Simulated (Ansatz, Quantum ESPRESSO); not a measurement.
# 2H-WS2, 1 layer: biaxial strain by an ASE script, part 2 of 2

How do the band edges of 2H-WS2, 1 layer move against the vacuum when the sheet is stretched?

Quantum ESPRESSO 7.5; plane-wave DFT, PBE, GBRV ultrasoft pseudopotentials; geometry by Ansatz 0.2.0 with PAW datasets.

So far: The starting structure; Relaxation with Ansatz.

## 3. Running the series

Under ESM bc1 levels count from the vacuum, or from the mean of the two vacuum levels where the sheet has a dipole, so band edges at unlike strains can be compared.

Level of this step: plane-wave DFT, PBE, GBRV ultrasoft pseudopotentials (Quantum ESPRESSO 7.5).

Contents of run.py:

```python
import json
import numpy as np
from ase import Atoms
from ase.calculators.espresso import Espresso, EspressoProfile

profile = EspressoProfile(command='mpirun -n 2 pw.x -nk 2', pseudo_dir='../pseudo')
pseudopotentials = {'S': 's_pbe_v1.4.uspp.F.UPF', 'W': 'w_pbe_v1.2.uspp.F.UPF'}
system = {'ecutwfc': 40, 'ecutrho': 200, 'occupations': 'smearing', 'smearing': 'fd', 'degauss': 0.002}


def calculator(name, kpts, **extra):
    data = dict(control=dict(tprnfor=True, verbosity='high', disk_io='none'),
                system=system | extra,
                electrons=dict(conv_thr=1e-09, mixing_beta=0.4, mixing_mode='plain',
                               electron_maxstep=100))
    return Espresso(profile=profile, directory=name, pseudopotentials=pseudopotentials, kpts=kpts, input_data=data)


def centre(atoms):
    z = atoms.positions[:, 2]
    atoms.positions[:, 2] -= (z.max() + z.min()) / 2  # ESM wants the slab about z = 0
    return atoms

sheet = Atoms(
    ['S', 'W', 'S'],
    scaled_positions=[
        [0.3333333333, 0.6666666667, 0.4149300507],
        [0.0000000000, 0.0000000000, 0.5000000049],
        [0.3333333333, 0.6666666667, 0.5850699444]],
    cell=[
        [3.186981705024, 0.000000000000, 0.000000000000],
        [-1.593490852512, 2.760007117947, 0.000000000000],
        [0.000000000000, 0.000000000000, 18.475620232400]],
    pbc=True)

rows = []
for strain in [-0.03, -0.015, 0.0, 0.015, 0.03]:
    atoms = sheet.copy()
    atoms.set_cell(sheet.cell.array * [[1 + strain], [1 + strain], [1]], scale_atoms=True)
    atoms = centre(atoms)
    atoms.calc = calculator(f's{strain:+.3f}', (12, 12, 1), assume_isolated='esm', esm_bc='bc1', nbnd=17)
    energy = atoms.get_potential_energy()
    levels = np.array([atoms.calc.get_eigenvalues(kpt=i) for i in range(len(atoms.calc.get_ibz_k_points()))])
    top, bottom = levels[:, 12].max(), levels[:, 13].min()
    direct = (levels[:, 13] - levels[:, 12]).min()
    rows.append([strain, energy, top, bottom, direct])
    print(f'strain {strain:+.3f}: E = {energy:.5f} eV, valence top {top:.3f}, conduction bottom {bottom:.3f}, '
          f'gap {bottom - top:.3f}, least direct gap {direct:.3f} eV')

x, energy, top, bottom, direct = np.array(rows).T
area = np.linalg.norm(np.cross(*sheet.cell[:2]))
stiffness = np.polyfit(x, energy, 2)[0] / area * 16.0218  # C11 + C12, heights clamped
print(f'valence and conduction edges move by {np.polyfit(x, top, 1)[0]:.2f} and {np.polyfit(x, bottom, 1)[0]:.2f} eV per unit biaxial strain')
print(f'C11 + C12 with clamped heights: {stiffness:.1f} N/m')
json.dump(dict(rows=rows, stiffness=stiffness), open('result.json', 'w'))
```

Launch:

```
$ OMP_NUM_THREADS=1 python run.py
```

Log:

```text
strain -0.030: E = -2823.26199 eV, valence top -5.632, conduction bottom -3.647, gap 1.985, least direct gap 2.175 eV
strain -0.015: E = -2823.35393 eV, valence top -5.670, conduction bottom -3.687, gap 1.984, least direct gap 1.984 eV
strain +0.000: E = -2823.38438 eV, valence top -5.712, conduction bottom -3.901, gap 1.812, least direct gap 1.812 eV
strain +0.015: E = -2823.35995 eV, valence top -5.684, conduction bottom -4.099, gap 1.585, least direct gap 1.658 eV
strain +0.030: E = -2823.28651 eV, valence top -5.627, conduction bottom -4.284, gap 1.343, least direct gap 1.521 eV
valence and conduction edges move by -0.03 and -11.24 eV per unit biaxial strain
C11 + C12 with clamped heights: 223.0 N/m
```

Elapsed: 4.2 min, on 2 MPI ranks of Arm Neoverse V2, shared host; peak memory 0.52 GiB.

The input that ASE wrote for the first run, and its log:

```
&CONTROL
   verbosity        = 'high'
   tprnfor          = .true.
   disk_io          = 'none'
   pseudo_dir       = '../pseudo'
/
&SYSTEM
   nbnd             = 17
   ecutwfc          = 40
   ecutrho          = 200
   occupations      = 'smearing'
   degauss          = 0.002
   smearing         = 'fd'
   assume_isolated  = 'esm'
   esm_bc           = 'bc1'
   ntyp             = 2
   nat              = 3
   ibrav            = 0
/
&ELECTRONS
   electron_maxstep = 100
   conv_thr         = 1e-09
   mixing_mode      = 'plain'
   mixing_beta      = 0.4
/
&IONS
/
&CELL
/
&FCP
/
&RISM
/
ATOMIC_SPECIES
S 32.06 s_pbe_v1.4.uspp.F.UPF
W 183.84 w_pbe_v1.2.uspp.F.UPF

K_POINTS automatic
12 12 1  0 0 0

CELL_PARAMETERS angstrom
3.09137225387328 0.00000000000000 0.00000000000000
-1.54568612693664 2.67720690440859 0.00000000000000
0.00000000000000 0.00000000000000 18.47562023240000

ATOMIC_POSITIONS angstrom
S -0.0000000002 1.7848046030 -1.5717200312  
W 0.0000000000 0.0000000000 0.0000001358  
S -0.0000000002 1.7848046030 1.5717200312
```

```text
Program PWSCF v.7.5 starts
[citation notice left out]

     Parallel version (MPI & OpenMP), running on       2 processor cores
     Number of MPI processes:                 2
     Threads/MPI process:                     1

     MPI processes distributed on     1 nodes
[... 1 line left out ...]

Warning: card &CELL ignored
Warning: card &FCP ignored
Warning: card &RISM ignored

     Current dimensions of program PWSCF are:
     Max number of different atomic species (ntypx) = 10
     Max number of k-points (npk) =  40000
     Max angular momentum in pseudopotentials (lmaxx) =  4
     Message from routine setup:
     using ibrav=0 with symmetry is DISCOURAGED, use correct ibrav instead

     K-points division:     npool     =       2
     Subspace diagonalization in iterative solution of the eigenvalue problem:
     a serial algorithm will be used

     G-vector sticks info
     --------------------
     sticks:   dense  smooth     PW     G-vecs:    dense   smooth      PW
     Sum         475     379    121                49195    35295    6199

     Using Slab Decomposition

     bravais-lattice index     =            0
     lattice parameter (alat)  =       5.8418  a.u.
     unit-cell volume          =    1031.8792 (a.u.)^3
     number of atoms/cell      =            3
     number of atomic types    =            2
     number of electrons       =        26.00
     number of Kohn-Sham states=           17
     kinetic-energy cutoff     =      40.0000  Ry
     charge density cutoff     =     200.0000  Ry
     scf convergence threshold =      1.0E-09
     mixing beta               =       0.4000
     number of iterations used =            8  plain     mixing
     Exchange-correlation= SLA  PW   PBE  PBE
                           (   1   4   3   4   0   0   0)

     Effective Screening Medium Method
     =================================
     Boundary Conditions: Vacuum-Slab-Vacuum
     total charge in unit cell        =   0.0000
     grid points for fit at edges     =        4

[... 10 lines left out ...]
     PseudoPot. # 1 for S  read from file:
     ../pseudo/s_pbe_v1.4.uspp.F.UPF
     Pseudo is Ultrasoft + core correction, Zval =  6.0
     Generated by new atomic code, or converted to UPF format
     Using radial grid of  907 points,  6 beta functions with:
                l(1) =   0
                l(2) =   0
                l(3) =   1
                l(4) =   1
                l(5) =   2
                l(6) =   2
     Q(r) pseudized with  8 coefficients,  rinner =    1.300   1.300   1.300
                                                       1.300   1.300

     PseudoPot. # 2 for W  read from file:
     ../pseudo/w_pbe_v1.2.uspp.F.UPF
     Pseudo is Ultrasoft + core correction, Zval = 14.0
     Generated by new atomic code, or converted to UPF format
     Using radial grid of  923 points,  8 beta functions with:
                l(1) =   0
[... 525 lines left out ...]

          k = 0.0000 0.0000 0.0000 (  4397 PWs)   bands (ev):

   -79.5290 -43.8537 -43.5973 -43.5973 -20.7852 -19.0599 -12.3557  -8.4631
    -8.4631  -8.0119  -7.1247  -7.1247  -5.9393  -2.4977  -2.4977  -2.3607
    -2.3606

     occupation numbers
     1.0000   1.0000   1.0000   1.0000   1.0000   1.0000   1.0000   1.0000
     1.0000   1.0000   1.0000   1.0000   1.0000   0.0000   0.0000   0.0000
     0.0000

[... 144 lines left out ...]

     the Fermi energy is    -4.2930 ev

!    total energy              =    -207.50594678 Ry
     estimated scf accuracy    <          2.1E-10 Ry
     smearing contrib. (-TS)   =      -0.00000000 Ry
     internal energy E=F+TS    =    -207.50594678 Ry

     The total energy is F=E-TS. E is the sum of the following terms:
     one-electron contribution =     712.62291337 Ry
     hartree contribution      =    -361.41747151 Ry
     xc contribution           =     -58.33902113 Ry
     ewald contribution        =    -500.37236752 Ry

     convergence has been achieved in  20 iterations

     negative rho (up, down):  6.897E-02 0.000E+00

     Forces acting on atoms (cartesian axes, Ry/au):

     atom    1 type  1   force =     0.00000000    0.00000000   -0.02962225
     atom    2 type  2   force =     0.00000000    0.00000000    0.00000000
     atom    3 type  1   force =     0.00000000    0.00000000    0.02962225
     The non-local contrib.  to forces
     atom    1 type  1   force =     0.00000000    0.00000000    0.25733006
     atom    2 type  2   force =     0.00000000    0.00000000    0.00000000
     atom    3 type  1   force =     0.00000000    0.00000000   -0.25733006
     The ionic contribution  to forces
     atom    1 type  1   force =     0.00000000   -0.00000000  -48.68505120
     atom    2 type  2   force =    -0.00000000    0.00000000    0.00000141
     atom    3 type  1   force =     0.00000000   -0.00000000   48.68504979
     The local contribution  to forces
     atom    1 type  1   force =     0.00000000   -0.00000000   48.41069762
     atom    2 type  2   force =    -0.00000000    0.00000000   -0.00003094
     atom    3 type  1   force =     0.00000000   -0.00000000  -48.41070564
     The core correction contribution to forces
     atom    1 type  1   force =    -0.00000000    0.00000000   -0.01260976
     atom    2 type  2   force =     0.00000000   -0.00000000    0.00000012
     atom    3 type  1   force =    -0.00000000    0.00000000    0.01260976
     The Hubbard contrib.    to forces
     atom    1 type  1   force =     0.00000000    0.00000000    0.00000000
     atom    2 type  2   force =     0.00000000    0.00000000    0.00000000
     atom    3 type  1   force =     0.00000000    0.00000000    0.00000000
     The SCF correction term to forces
     atom    1 type  1   force =    -0.00000000    0.00000000    0.00000632
     atom    2 type  2   force =    -0.00000000   -0.00000000    0.00000000
     atom    3 type  1   force =    -0.00000000    0.00000000   -0.00000632

     Total force =     0.041892     Total SCF correction =     0.000009
     Message from routine punch:
     Nothing written, as per user request (disk_io='none')

[... 1 line left out ...]

[... 1 line left out ...]

[... 1 line left out ...]

[... 3 lines left out ...]

[... 1 line left out ...]

[... 2 lines left out ...]

[... 1 line left out ...]

[... 1 line left out ...]

=------------------------------------------------------------------------------=
   JOB DONE.
=------------------------------------------------------------------------------=
```

This step gave:

```
biaxial stiffness : 223.0 N/m
```

Table of band edge from the vacuum level by biaxial strain:

```
biaxial strain (%)  valence top (eV)  conduction bottom (eV)
             -3.00             -5.63                   -3.65
             -1.50             -5.67                   -3.69
              0.00             -5.71                   -3.90
              1.50             -5.68                   -4.10
              3.00             -5.63                   -4.28
```

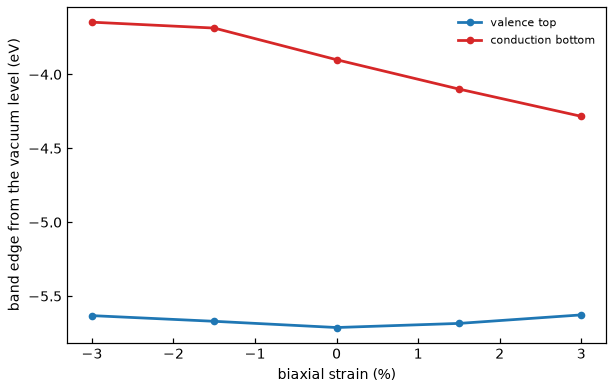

Band edge from the vacuum level, plotted against biaxial strain.

Gap against biaxial strain:

```
biaxial strain (%)  on the mesh (eV)  least direct (eV)
             -3.00              1.99               2.18
             -1.50              1.98               1.98
              0.00              1.81               1.81
              1.50              1.59               1.66
              3.00              1.34               1.52
```

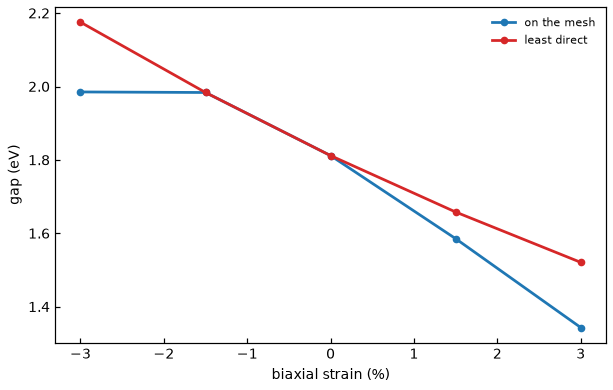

Gap, plotted against biaxial strain.

Energy over the lowest against biaxial strain:

```
biaxial strain (%)  energy over the lowest (meV)
             -3.00                           122
             -1.50                          30.5
              0.00                             0
              1.50                          24.4
              3.00                          97.9
```

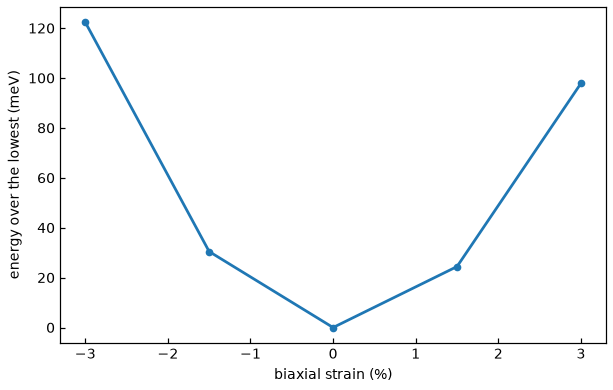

Energy over the lowest against biaxial strain.

## 4. The script: vdW-DF-cx, GBRV ultrasoft

Level of this step: plane-wave DFT, vdW-DF-cx, GBRV ultrasoft pseudopotentials made under PBE (Quantum ESPRESSO 7.5). input_dft overrides the functional of the files.

run.py, as its differences from the input of step 3:

```diff
@@ -7,3 +7,3 @@
 pseudopotentials = {'S': 's_pbe_v1.4.uspp.F.UPF', 'W': 'w_pbe_v1.2.uspp.F.UPF'}
-system = {'ecutwfc': 40, 'ecutrho': 200, 'occupations': 'smearing', 'smearing': 'fd', 'degauss': 0.002}
+system = {'ecutwfc': 40, 'ecutrho': 200, 'input_dft': 'vdw-df-cx', 'occupations': 'smearing', 'smearing': 'fd', 'degauss': 0.002}
```

Launch:

```
$ OMP_NUM_THREADS=1 python run.py
```

Log:

```text
strain -0.030: E = -2821.08155 eV, valence top -5.780, conduction bottom -3.791, gap 1.990, least direct gap 2.172 eV
strain -0.015: E = -2821.13283 eV, valence top -5.816, conduction bottom -3.836, gap 1.980, least direct gap 1.980 eV
strain +0.000: E = -2821.12381 eV, valence top -5.856, conduction bottom -4.048, gap 1.809, least direct gap 1.809 eV
strain +0.015: E = -2821.06122 eV, valence top -5.826, conduction bottom -4.244, gap 1.582, least direct gap 1.655 eV
strain +0.030: E = -2820.95074 eV, valence top -5.765, conduction bottom -4.426, gap 1.339, least direct gap 1.518 eV
valence and conduction edges move by 0.14 and -11.19 eV per unit biaxial strain
C11 + C12 with clamped heights: 218.0 N/m
```

It took 7.3 min on 2 MPI ranks; peak memory 0.53 GiB; 15 min of CPU time.

Numbers from this step:

| Property | Result |
| --- | --- |
| biaxial stiffness | 218.0 N/m |

Table of band edge from the vacuum level by biaxial strain:

```
biaxial strain (%)  valence top (eV)  conduction bottom (eV)
             -3.00             -5.78                   -3.79
             -1.50             -5.82                   -3.84
              0.00             -5.86                   -4.05
              1.50             -5.83                   -4.24
              3.00             -5.77                   -4.43
```

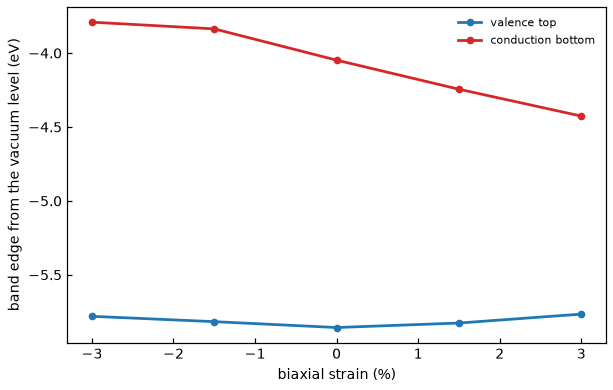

Band edge from the vacuum level, plotted against biaxial strain.

The gap by biaxial strain:

```
biaxial strain (%)  on the mesh (eV)  least direct (eV)
             -3.00              1.99               2.17
             -1.50              1.98               1.98
              0.00              1.81               1.81
              1.50              1.58               1.66
              3.00              1.34               1.52
```

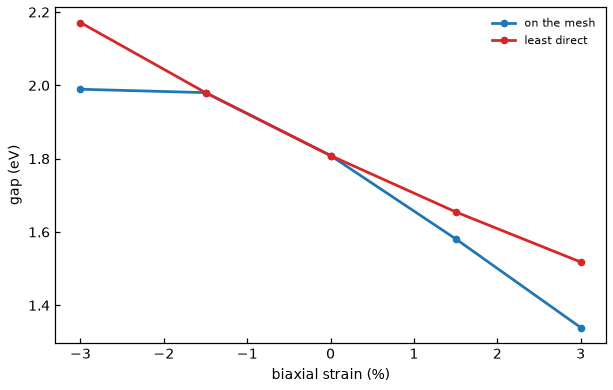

Gap against biaxial strain.

The energy over the lowest by biaxial strain:

```
biaxial strain (%)  energy over the lowest (meV)
             -3.00                          51.3
             -1.50                             0
              0.00                          9.02
              1.50                          71.6
              3.00                           182
```

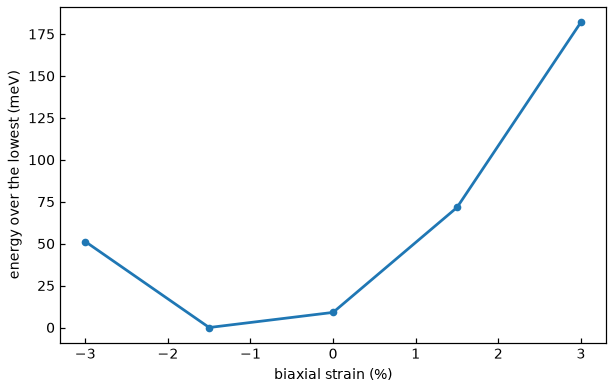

Energy over the lowest against biaxial strain.

## 5. Running the series, with pools = 64

One more run, with a changed input.

Level of this step: plane-wave DFT, PBE, GBRV ultrasoft pseudopotentials (Quantum ESPRESSO 7.5).

run.py, as its differences from the input of step 3:

```diff
@@ -5,3 +5,3 @@
 
-profile = EspressoProfile(command='mpirun -n 2 pw.x -nk 2', pseudo_dir='../pseudo')
+profile = EspressoProfile(command='mpirun -n 2 pw.x -nk 64', pseudo_dir='../pseudo')
 pseudopotentials = {'S': 's_pbe_v1.4.uspp.F.UPF', 'W': 'w_pbe_v1.2.uspp.F.UPF'}
@@ -14,3 +14,3 @@
                 electrons=dict(conv_thr=1e-09, mixing_beta=0.4, mixing_mode='plain',
-                               electron_maxstep=100))
+                               electron_maxstep=60))
     return Espresso(profile=profile, directory=name, pseudopotentials=pseudopotentials, kpts=kpts, input_data=data)
@@ -36,3 +36,3 @@
 rows = []
-for strain in [-0.03, -0.015, 0.0, 0.015, 0.03]:
+for strain in [-0.03, -0.015, 0.0]:
     atoms = sheet.copy()
```

Launch:

```
$ OMP_NUM_THREADS=1 python run.py
```

Log:

```text
subprocess.CalledProcessError: the calculator's command failed
```

It took 2 s on 2 MPI ranks; peak memory 0.16 GiB.

The input that ASE wrote for the run that failed, and its log:

```
&CONTROL
   verbosity        = 'high'
   tprnfor          = .true.
   disk_io          = 'none'
   pseudo_dir       = '../pseudo'
/
&SYSTEM
   nbnd             = 17
   ecutwfc          = 40
   ecutrho          = 200
   occupations      = 'smearing'
   degauss          = 0.002
   smearing         = 'fd'
   assume_isolated  = 'esm'
   esm_bc           = 'bc1'
   ntyp             = 2
   nat              = 3
   ibrav            = 0
/
&ELECTRONS
   electron_maxstep = 60
   conv_thr         = 1e-09
   mixing_mode      = 'plain'
   mixing_beta      = 0.4
/
&IONS
/
&CELL
/
&FCP
/
&RISM
/
ATOMIC_SPECIES
S 32.06 s_pbe_v1.4.uspp.F.UPF
W 183.84 w_pbe_v1.2.uspp.F.UPF

K_POINTS automatic
12 12 1  0 0 0

CELL_PARAMETERS angstrom
3.09137225387328 0.00000000000000 0.00000000000000
-1.54568612693664 2.67720690440859 0.00000000000000
0.00000000000000 0.00000000000000 18.47562023240000

ATOMIC_POSITIONS angstrom
S -0.0000000002 1.7848046030 -1.5717200312  
W 0.0000000000 0.0000000000 0.0000001358  
S -0.0000000002 1.7848046030 1.5717200312
```

```text
Program PWSCF v.7.5 starts
[citation notice left out]

     Parallel version (MPI & OpenMP), running on       2 processor cores
     Number of MPI processes:                 2
     Threads/MPI process:                     1

     MPI processes distributed on     1 nodes
[... 1 line left out ...]

Warning: card &CELL ignored
Warning: card &FCP ignored
Warning: card &RISM ignored

     Current dimensions of program PWSCF are:
     Max number of different atomic species (ntypx) = 10
     Max number of k-points (npk) =  40000
     Max angular momentum in pseudopotentials (lmaxx) =  4
     Message from routine setup:
     using ibrav=0 with symmetry is DISCOURAGED, use correct ibrav instead

 %%%%%%%%%%%%%%%%%%%%%%%%%%%%%%%%%%%%%%%%%%%%%%%%%%%%%%%%%%%%%%%%%%%%%%%%%%%%%%
     Error in routine mp_start_pools (1):
     invalid number of pools, out of range
 %%%%%%%%%%%%%%%%%%%%%%%%%%%%%%%%%%%%%%%%%%%%%%%%%%%%%%%%%%%%%%%%%%%%%%%%%%%%%%

     stopping ...
```

The input was rejected at the start.

The fault put into the input: more pools than k-points or ranks (pools = 64).

The number of pools must divide the number of ranks; pools beyond the number of k-points stand idle.

## 6. Worked from the printed numbers

Under equal strain ε in the plane, E = A (C11 + C12) ε². From the points at ±1.5 %: d²E/dε² = (30.45 + 24.44 − 2 × 0.00) meV / 0.015² = 244 eV, and 244/(2 × 8.796 Å²) × 16.02 = 222 N/m.

## 7. Results

| Property | Result |
| --- | --- |
| C11 + C12, heights clamped, PBE, GBRV ultrasoft | 223 N/m |
| gap on the mesh at zero strain, PBE, GBRV ultrasoft | 1.81 eV |
| valence top below the vacuum at zero strain, PBE, GBRV ultrasoft | 5.71 eV |
| C11 + C12, heights clamped, vdW-DF-cx, GBRV ultrasoft (made under PBE) | 218 N/m |
| gap on the mesh at zero strain, vdW-DF-cx, GBRV ultrasoft (made under PBE) | 1.81 eV |
| valence top below the vacuum at zero strain, vdW-DF-cx, GBRV ultrasoft (made under PBE) | 5.86 eV |

In words: The sheet's biaxial stiffness comes to 223 N/m and its gap at zero strain to 1.81 eV (PBE, GBRV ultrasoft). From −3 % to +3 % the gap on the mesh goes from 1.99 to 1.34 eV; it is direct at some strains and indirect at others. The valence top and conduction bottom bend along the series, so the script's straight-line slope describes them poorly. Heights are clamped under strain, which makes a sheet with several atomic planes too stiff. Zero strain is the PBE cell; under vdW-DF-cx the energy is lowest near -0.9 %, so its stiffness is taken away from its own minimum. Semilocal gaps are too small. Spin-orbit coupling is left out; depending on the atoms that carry the levels of interest, it can split and shift them by tenths of an eV to an eV or more.

[Logs are printed without paths, hosts, clocks, repeated set-up lines and the standing remarks that a program may print on its own settings, such as how far it seeks lower states.]

[Hosts, paths, dates, database ids (printed as entryN), source tags and the programs' standing remarks are cut or masked in the printed files.]

[Maps of the electrostatic potential energy from Ansatz leave out the sawtooth potential of an applied field or a dipole correction, so their vacuum need not be flat; planar profiles and work functions include it.]
